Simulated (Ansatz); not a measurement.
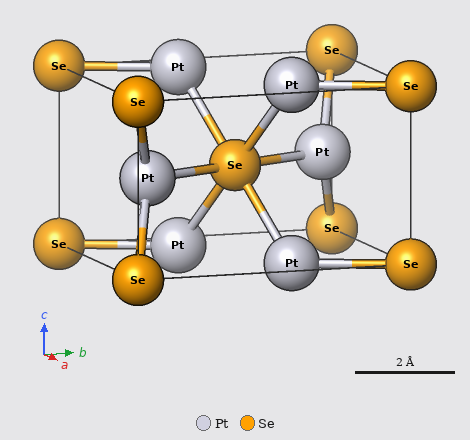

The input geometry (ball-and-stick view of the cell of the calculation, seen slightly off an axis). Near neighbours in the crystal (not all of them lie inside the picture): Pt has 1 Pt at 2.39 Å and 3 Se at 2.42 to 2.44 Å; Se has 6 Pt at 2.42 to 2.44 Å.

**Pt₂Se: single-point calculation**

The run: single-point calculation of Pt₂Se (6 atoms in the cell). Method and program: DFT PBE, scalar-relativistic, plane waves, PAW, spin-polarised (Ansatz 0.2.0).

The structure was made by swapping elements on the sites of another compound; it need not be a known phase. It belongs to a series of runs on one base structure; here: marcasite type (Pnnm, No. 58). Figures and captions count atoms from 1; the log counts them from 0 in places.

## The program's output
```
Engine: ansatz 0.2.0, x86_64-unknown-linux-gnu
Pseudopotentials: kind: paw
Pseudopotential: Pt, paw, valence charge 18, recommended cutoff 420 eV (normal), Pt.paw.azcp
Pseudopotential: Se, paw, valence charge 16, recommended cutoff 420 eV (normal), Se.paw.azcp
Functional definition: PBE
  parameter kappa = 0.804
  parameter beta = 0.06672455060314922
  exchange = pbe_x(kappa = kappa, mu = beta*pi^2/3)
  correlation = pbe_c(beta = beta)
Crystal: 6 atoms, lattice volume = 103.241 Å³
Basis set: ecut = 420 eV, 1999 PW (Γ), exchange–correlation on 72×80×50 points (8 copies of the dense FFT grid, shifted against one another)
Bands: 65, of which v1, the nominal top of the filled ones, is band 52 counted from 1 (51 counted from 0)
Symmetry: 8 space group operations
Space group: Pnnm (ITA 58), of the structure as read, at distance tolerance 4.7e-5 Å
Magnetic group: BNS 58.393 (UNI 491), of the structure as read, at distance tolerance 4.7e-5 Å
k-points: 36 of 96
Non-local potential: Pt, projectors of the file, l = 0: 3, l = 1: 2, l = 2: 2, l = 3: 1
Non-local potential: Se, projectors of the file, l = 0: 2, l = 1: 2, l = 2: 3, l = 3: 1
PAW form: soft (Blöchl's): semilocal exchange-correlation on the pseudo side does not see the compensation charge
PAW one-centre angular grid: Pt, 590 points (default); XC on 64 Gauss nodes
PAW one-centre angular grid: Se, 590 points (default); XC on 64 Gauss nodes
Initial density: superposition of atomic densities (chi_scale 0.1, normalization cell)
Starting moments: Σ|m| = 4 μB on 4 of 6 sites
Initial wavefunctions: pseudopotential atomic-orbital guess
Functional: x = pbe(κ = 0.804, μ = 0.2195149727645171), c = pbe(β = 0.06672455060314922)
iter 1 solved again at ethr=2.15e-3 eV; its pass at ethr=3.10e-3 eV (dr2=2.23e0 eV) is discarded
SCF iter   1: F=—  HF=-61026.390752 eV  |F-HF|=—  |Δ(HF+E_count)|=         —  Δρ=5.64e-2 (↑5.64e-2 ↓3.14e-2)  dr2=2.25e0  dr2_m=1.33e0  M=1.059 μB ∫|m|=1.066 μB  β_m=0.30  ethr=2.15e-3  ⟨swp⟩=1.4  Hψ=21324  notcnv=0
preconditioner: auto → Kerker (q_TF=auto, 2.732 Å⁻¹)  [metal: Δε(μ)=0.030 eV  Ē_g=10.079 eV  σ=0.100 eV  W_gap=0.17  n_scr=34 (ndim 8)  ℏωp=26.4 eV  f_vac=0.000  D(μ)=5.49/eV (n_scr^D=50)]
spin=Collinear: Kerker preconditioning applied to the charge; magnetization (m = ρ↑ − ρ↓) channel mixes plain (no charge-response kernel on spin).
SCF iter   2: F=—  HF=-61026.206933 eV  |F-HF|=—  |Δ(HF+E_count)|=   1.84e-1  Δρ=3.98e-2 (↑3.98e-2 ↓2.56e-2)  dr2=8.45e-1  dr2_m=7.88e-1  M=0.800 μB ∫|m|=0.809 μB  β_m=0.30  ethr=2.15e-3  ⟨swp⟩=2.0  Hψ=5545  notcnv=0
SCF iter   3: F=—  HF=-61026.120811 eV  |F-HF|=—  |Δ(HF+E_count)|=   8.61e-2  Δρ=2.41e-2 (↑2.12e-2 ↓2.41e-2)  dr2=7.79e-2  dr2_m=4.60e-1  M=0.612 μB ∫|m|=0.628 μB  β_m=0.30  ethr=8.12e-4  ⟨swp⟩=2.0  Hψ=7046  notcnv=0  defer=239
SCF iter   4: F=—  HF=-61026.178738 eV  |F-HF|=—  |Δ(HF+E_count)|=   5.79e-2  Δρ=1.67e-2 (↑1.65e-2 ↓1.67e-2)  dr2=3.07e-3  dr2_m=2.61e-1  M=0.504 μB ∫|m|=0.521 μB  β_m=0.30  ethr=7.49e-5  ⟨swp⟩=2.2  Hψ=7308  notcnv=0  defer=438
SCF iter   5: F=—  HF=-61026.212557 eV  |F-HF|=—  |Δ(HF+E_count)|=   3.38e-2  Δρ=1.27e-2 (↑1.27e-2 ↓1.26e-2)  dr2=9.47e-4  dr2_m=1.51e-1  M=0.411 μB ∫|m|=0.427 μB  β_m=0.30  ethr=2.95e-6  ⟨swp⟩=2.0  Hψ=6817  notcnv=0  defer=438
SCF iter   6: F=—  HF=-61026.233653 eV  |F-HF|=—  |Δ(HF+E_count)|=   2.11e-2  Δρ=9.81e-3 (↑9.81e-3 ↓9.56e-3)  dr2=2.30e-4  dr2_m=8.87e-2  M=0.334 μB ∫|m|=0.349 μB  β_m=0.30  ethr=9.11e-7  ⟨swp⟩=2.0  Hψ=7993  notcnv=0  defer=438
SCF iter   7: F=—  HF=-61026.245919 eV  |F-HF|=—  |Δ(HF+E_count)|=   1.23e-2  Δρ=7.47e-3 (↑7.45e-3 ↓7.47e-3)  dr2=5.00e-5  dr2_m=5.27e-2  M=0.271 μB ∫|m|=0.284 μB  β_m=0.30  ethr=2.21e-7  ⟨swp⟩=2.0  Hψ=7282  notcnv=0  defer=438
Mixer restart at iter 7: flushing history
spin-set hold released at iteration 7 (site moments contracting): the magnetisation degrees of freedom join the quasi-Newton model from the next iteration; the mixer history was flushed
SCF iter   8: F=—  HF=-61026.253597 eV  |F-HF|=—  |Δ(HF+E_count)|=   7.68e-3  Δρ=5.79e-3 (↑5.77e-3 ↓5.79e-3)  dr2=3.77e-5  dr2_m=3.16e-2  M=0.219 μB ∫|m|=0.232 μB  β_m=0.64  ethr=4.81e-8  ⟨swp⟩=2.5  Hψ=8491  notcnv=0  defer=438
SCF iter   9: F=—  HF=-61026.266386 eV  |F-HF|=—  |Δ(HF+E_count)|=   1.28e-2  Δρ=4.68e-4 (↑4.61e-4 ↓4.68e-4)  dr2=5.35e-6  dr2_m=2.03e-4  M=0.030 μB ∫|m|=0.036 μB  β_m=0.82  ethr=3.62e-8  ⟨swp⟩=3.0  Hψ=9767  notcnv=0  defer=438
SCF iter  10: F=—  HF=-61026.266618 eV  |F-HF|=—  |Δ(HF+E_count)|=   2.31e-4  Δρ=1.68e-4 (↑1.68e-4 ↓1.61e-4)  dr2=1.63e-6  dr2_m=2.53e-5  M=0.011 μB ∫|m|=0.013 μB  β_m=0.91  ethr=5.15e-9  ⟨swp⟩=3.0  Hψ=9369  notcnv=0  defer=438
SCF iter  11: F=—  HF=-61026.266652 eV  |F-HF|=—  |Δ(HF+E_count)|=   3.42e-5  Δρ=3.30e-5 (↑2.67e-5 ↓3.30e-5)  dr2=1.93e-6  dr2_m=5.84e-7  M=0.001 μB ∫|m|=0.002 μB  β_m=0.76  ethr=1.57e-9  ⟨swp⟩=3.0  Hψ=9784  notcnv=0  defer=438
iter 12 did not close the SCF: its close was put off for a magnetic moment that had not settled (scf_convergence_deferred on its scf_iter line)
SCF iter  12: F=-61026.266650 eV  HF=-61026.266650 eV  |F-HF|=1.45e-7  |Δ(HF+E_count)|=   2.16e-6  Δρ=1.07e-5 (↑1.05e-5 ↓1.07e-5)  dr2=6.35e-8  dr2_m=9.72e-8  M=0.000 μB ∫|m|=0.001 μB  β_m=0.88  ethr=9.62e-11  ⟨swp⟩=7.8  Hψ=22060  notcnv=0
iter 13 did not close the SCF: its close was put off for a magnetic moment that had not settled (scf_convergence_deferred on its scf_iter line)
SCF iter  13: F=-61026.266650 eV  HF=-61026.266650 eV  |F-HF|=8.73e-11  |Δ(HF+E_count)|=   2.25e-7  Δρ=1.27e-6 (↑1.19e-6 ↓1.27e-6)  dr2=9.00e-9  dr2_m=3.82e-10  M=-0.000 μB ∫|m|=0.000 μB  β_m=0.94  ethr=6.10e-11  ⟨swp⟩=2.0  Hψ=16483  notcnv=0
SCF iter  14: F=-61026.266650 eV  HF=-61026.266650 eV  |F-HF|=5.82e-11  |Δ(HF+E_count)|=   1.57e-9  Δρ=5.13e-7 (↑4.87e-7 ↓5.13e-7)  dr2=1.64e-9  dr2_m=4.67e-11  M=-0.000 μB ∫|m|=0.000 μB  ethr=8.65e-12  ⟨swp⟩=1.1  Hψ=10969  notcnv=0
WARN: the starting moments were not kept: the SCF closed with an absolute magnetisation of 1.5e-5 μB, where they sum to 4 μB in size (4 sites). That is at most 0.1 of that sum. Measured as dr2_m measures the in/out step, that magnetisation stands 1.7e-11 eV from none, at or under the dr2_threshold of 1.0e-7 eV: it is no larger than a step whose dr2_m would equal this threshold. The system may hold no moment; this SCF shows only that its start led to no more than that. To try another start: raise the starting moments (crystal.atoms[].spin, magnetization.per_species, magnetization.initial_magnetization, or on a non-collinear deck that types none of these the spinor_matrix: blocks that start its atoms; where the total moment is fixed, keep their sum and leave initial_magnetization as it is; typed ones take the place of any that the run laid by itself, positive ones on a crystal's lanthanoids without a Hubbard term where scf.initial_density.shell_occupations: [] is typed) or, if the notice of its spin-set hold's release reads "site moments contracting" or "site moments show no strong build", lengthen the hold (scf.mixing.spin_hold: { on: { confirm: 4 } }; for m-r²SCAN on two components see the key's manual first). Each may lead to a state that holds a moment. A second SCF, from the converged charge density, with the starting moments and any scf.initial_density.shell_occupations laid on it anew, would have followed, and was not run: the deck does not ask for one (magnetization.retry_lost_moments is false, the default). To let it run, set magnetization.retry_lost_moments: true and run the deck again, where that key's refused combinations let it; where memory then withholds it, that run's warning says so.
SCF 1 converged in 14 iterations: F = -61026.266650 eV  dr2 = 1.64e-9
  greatest PAW one-centre occupation: 1.000 electrons in one spin orbital (limit 2), on the Pt atom at site 3 (counted from 0), in its partial waves of l = 0
```

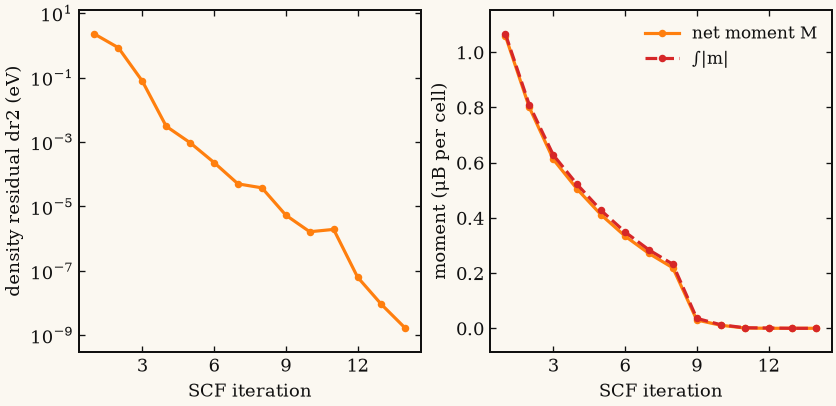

Convergence of the self-consistent field: density residual dr2 and magnetic moment against the SCF iteration. The residual falls almost steadily, with no more than small rises. The net moment goes from 1.1 to 0.0 μB per cell, and ∫|m| falls to zero.

```
SCF converged after 14 iterations
Magnetization: -0.0000 μB (52.0000 up, 52.0000 down)
Absolute magnetization: 0.0000 μB (∫|ρ↑−ρ↓|, with the PAW one-centre terms)
Spin contamination: 0.0000 ħ² per cell (⟨S²⟩ above its minimum at these occupations)
Per-site moments (μB) at R_I (Å): [(-1.3403232791982487e-6, 0.9879284175101143), (-1.3403232796129215e-6, 0.9879284175101143), (-1.3403232794458571e-6, 0.9879284175101141), (-1.3403232791836015e-6, 0.9879284175101141), (-7.691298267335562e-7, 0.9987675688521074), (-7.691298265487503e-7, 0.9987675688521077)]
Free energy (F): -61026.266650 eV
Harris-Foulkes:  -61026.266650 eV  (|F-HF|=5.82e-11)
Internal energy: -61026.242115 eV  (E = F + TS)
E sigma→0 (E₀):  -61026.254382 eV
Entropy (-TS):   -0.024535 eV (-4.089 meV/atom)
Fermi energy:    18.562090 eV
--- Per-component energies (eV) ---
  E_band       = -1382.742813
  E_kinetic    = 2814.182369
  E_local      = -11355.946184  (includes V_loc(G=0)·N_el)
  E_nonlocal   = -375.445289
  E_hartree    = 4843.259470
  E_xc         = -1261.173541
  E_vxc        = -1415.411745  (∫ρ·V_xc dr)
  E_paw        = -41650.808307  (= ΣΔE_a)
  E_vpaw       = -736.642043  (= ΣTr[D̂ρ^β])
  E_aug_tail   = -0.000366  (compensation charges beyond the density's cutoff)
  E_ewald      = -14040.310267
  E_smearing   = -0.024535  (= −TS)
  E_closure    = 0.000000  (closes the sum)
  Σ components = -61026.266650   (vs F -61026.266650, Δ=0.00e0)
--- Forces (eV/Å), atoms counted from 1 ---
  atom   1  Pt     1.63809987    -2.03938593     0.00000000
  atom   2  Pt    -1.63809987     2.03938593     0.00000000
  atom   3  Pt     1.63809987     2.03938593     0.00000000
  atom   4  Pt    -1.63809987    -2.03938593     0.00000000
  atom   5  Se     0.00000000     0.00000000     0.00000000
  atom   6  Se     0.00000000     0.00000000     0.00000000
  max |Σ_I F_I| component: 2.22e-16 eV/Å
--- Stress (GPa, compression-positive) ---
       29.778271       0.000000       0.000000
        0.000000      30.068001       0.000000
        0.000000       0.000000      22.594176
  P = ⅓ Tr σ = 27.4801 GPa (274.801 kbar)
--- Band table (eV; the first three rows and the last of 72) ---
  k-point 0 ↑: bands = ["-79.9923", "-79.9907", "-79.9500", "-79.9496", "-34.5706", "-34.5483", "-34.3828", "-34.3751", "-34.3470", "-34.3323", "-34.2506", "-34.2307", "-34.1899", "-34.1850", "-33.9951", "-33.9950", "-31.3157", "-31.3054", "-31.3042", "-31.3042", "-31.2994", "-31.2983", "-31.2945", "-31.2935", "-31.2918", "-31.2916", "2.0874", "3.0885", "10.5550", "10.7408", "11.3584", "11.6765", "12.4414", "12.6048", "12.6874", "13.1094", "13.6967", "14.1712", "14.3940", "14.4502", "14.5028", "14.8454", "15.0540", "15.5074", "15.7787", "16.0934", "16.2787", "16.6842", "17.0584", "17.4665", "17.6285", "17.6844", "17.7317", "19.8193", "20.4500", "20.9320", "21.2994", "24.9950", "25.5079", "25.6916", "26.7780", "26.9437", "27.2362", "27.3163", "29.1035"]
  k-point 1 ↑: bands = ["-79.9922", "-79.9908", "-79.9500", "-79.9496", "-34.5686", "-34.5494", "-34.3830", "-34.3763", "-34.3454", "-34.3326", "-34.2522", "-34.2351", "-34.1901", "-34.1857", "-33.9954", "-33.9952", "-31.3150", "-31.3054", "-31.3050", "-31.3042", "-31.3001", "-31.2990", "-31.2943", "-31.2934", "-31.2917", "-31.2916", "2.2553", "3.1363", "10.7700", "10.9025", "10.9729", "11.7547", "11.8163", "12.3444", "12.9095", "13.2082", "13.9165", "14.0819", "14.0929", "14.4384", "14.7208", "14.7890", "15.1454", "15.2613", "15.8602", "16.4872", "16.5507", "16.6821", "17.1524", "17.2580", "17.5514", "18.0744", "18.0771", "19.5960", "20.2989", "20.5759", "22.0979", "24.6766", "25.2359", "25.8527", "25.9420", "26.1441", "27.3563", "27.3914", "27.5340"]
  k-point 2 ↑: bands = ["-79.9918", "-79.9910", "-79.9498", "-79.9496", "-34.5636", "-34.5526", "-34.3830", "-34.3790", "-34.3416", "-34.3341", "-34.2547", "-34.2449", "-34.1902", "-34.1875", "-33.9959", "-33.9957", "-31.3129", "-31.3072", "-31.3052", "-31.3042", "-31.3014", "-31.3005", "-31.2939", "-31.2934", "-31.2914", "-31.2914", "2.6628", "3.1900", "10.2783", "10.7486", "11.2804", "11.4795", "11.8770", "12.1062", "13.0521", "13.2117", "13.6793", "13.8062", "13.9115", "14.3298", "14.9108", "15.3280", "15.3565", "15.6942", "15.9630", "16.3185", "16.4509", "16.7042", "17.4387", "17.7264", "18.1123", "18.6435", "18.7343", "18.8980", "19.4879", "20.3167", "22.5957", "23.4292", "23.4513", "24.2066", "24.8710", "26.1728", "27.2542", "27.3272", "28.8019"]
  k-point 35 ↓: bands = ["-79.9907", "-79.9907", "-79.9503", "-79.9503", "-34.5522", "-34.5522", "-34.4044", "-34.4044", "-34.3188", "-34.3188", "-34.2468", "-34.2468", "-34.1946", "-34.1946", "-33.9979", "-33.9979", "-31.3101", "-31.3101", "-31.3049", "-31.3049", "-31.3016", "-31.3016", "-31.2935", "-31.2935", "-31.2913", "-31.2913", "3.0797", "3.0797", "10.5773", "10.5773", "10.8922", "10.8922", "12.2356", "12.2356", "12.9746", "12.9746", "13.6236", "13.6236", "14.8933", "14.8933", "15.2712", "15.2712", "15.9243", "15.9243", "16.2105", "16.2105", "16.5065", "16.5065", "17.0995", "17.0995", "17.2455", "17.2455", "18.2328", "18.2328", "20.2510", "20.2510", "22.7250", "22.7250", "24.7835", "24.7835", "25.2751", "25.2751", "28.8646", "28.8646", "29.1254"]
--- Löwdin populations: 6 sites ---
  site symbol       q [e]    m [muB]
     0     Pt     17.8606    -0.0000
     1     Pt     17.8606    -0.0000
     2     Pt     17.8606    -0.0000
     3     Pt     17.8606    -0.0000
     4     Se     15.9256    -0.0000
     5     Se     15.9256    -0.0000
  spilling = 0.006791 (of n_electrons = 104.000000)
```

## File populations.tsv
```
# site	symbol	l	j	q_up	q_dn
# orbitals = lowdin
# n_electrons = 104.000000
# spilling = 0.006791
0	Pt	0_5S	-	0.991838	0.991838
0	Pt	0_6S	-	0.428253	0.428253
0	Pt	1_5P	-	2.996125	2.996126
0	Pt	2_5D	-	4.514091	4.514092
1	Pt	0_5S	-	0.991838	0.991838
1	Pt	0_6S	-	0.428253	0.428253
1	Pt	1_5P	-	2.996125	2.996126
1	Pt	2_5D	-	4.514091	4.514092
2	Pt	0_5S	-	0.991838	0.991838
2	Pt	0_6S	-	0.428253	0.428253
2	Pt	1_5P	-	2.996125	2.996126
2	Pt	2_5D	-	4.514091	4.514092
3	Pt	0_5S	-	0.991838	0.991838
3	Pt	0_6S	-	0.428253	0.428253
3	Pt	1_5P	-	2.996125	2.996126
3	Pt	2_5D	-	4.514091	4.514092
4	Se	0_4S	-	0.914465	0.914465
4	Se	1_4P	-	2.048421	2.048422
4	Se	2_3D	-	4.999935	4.999935
5	Se	0_4S	-	0.914465	0.914465
5	Se	1_4P	-	2.048421	2.048422
5	Se	2_3D	-	4.999935	4.999935
```

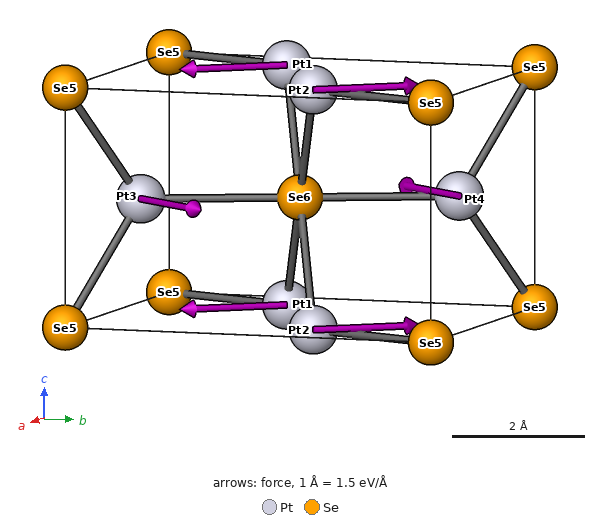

Forces on the atoms as pink arrows (ball-and-stick view of the cell of the calculation, seen slightly off an axis; atoms are numbered from 1 in the order of the input). The largest act on all 4 Pt atoms (2.62 eV/Å). The geometry is not a stationary point of this energy.

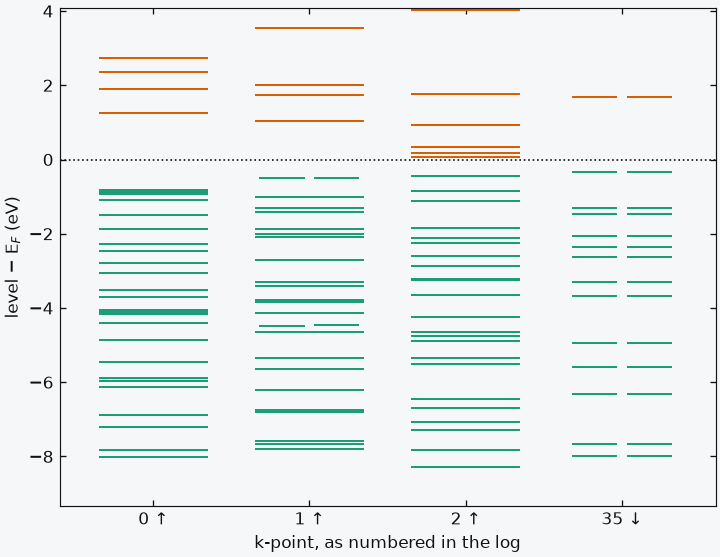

Kohn–Sham levels near the Fermi level (dotted) at the few k-points that the log prints; levels within 0.02 eV of each other stand side by side. The system is metallic on the full mesh.

The run was set up as follows.

## The input
```yaml
crystal:
  lattice:
    - [4.8062210766, 0.0, 0.0]
    - [0.0, 5.8659557333, 0.0]
    - [0.0, 0.0, 3.6619239198]
  atoms:
    - { symbol: Pt, position: [0.2004, 0.3787, 0.0], spin: 1.0 }
    - { symbol: Pt, position: [0.7996, 0.6213, 0.0], spin: 1.0 }
    - { symbol: Pt, position: [0.7004, 0.1213, 0.5], spin: 1.0 }
    - { symbol: Pt, position: [0.2996, 0.8787, 0.5], spin: 1.0 }
    - { symbol: Se, position: [0.0, 0.0, 0.0] }
    - { symbol: Se, position: [0.5, 0.5, 0.5] }
basis:
  ecutwfc: 420
kpoints:
  mp_grid: { grid: [4, 4, 6] }
hamiltonian:
  xc: pbe
scf:
  occupations: { method: gaussian, width: 0.1 }
  lower_state_search: "off"
output:
  forces: true
  stress: true
  eigenvalues: true
  populations: true
magnetization:
  spin_polarized: true
```

Run as:
```bash
ansatz run input.yaml --threads 1 --pin off --max-ram 2560MiB --backend cpu --events-out ev --progress --plain --runs-dir out
```

## Key numbers

| quantity | value |
| --- | --- |
| outcome | converged |
| space group (tolerance 0.01 Å) | Pnnm (58) |
| electrons treated | 104 |
| free energy | −61026.2666 eV |
| Fermi energy | 18.562 eV |
| gap on the k-point mesh | none (metallic) |
| net moment of the cell | 0.00 μB |
| integrated absolute moment | 0.00 μB |
| pressure | 27.48 GPa |
| largest force (length of the vector) | 2.616 eV/Å |
| hardware | 1 thread of Intel Xeon @ 2.50GHz (Skylake/Cascade Lake), 192 GiB of memory available, shared host |
| wall time | 61 s |
| peak memory | 0.66 GiB |

Warnings of the run: some starting moments were not kept. Spin–orbit coupling is left out, which matters for Pt. The cell is under a pressure of 27 GPa at this level, so it is not at its equilibrium volume.
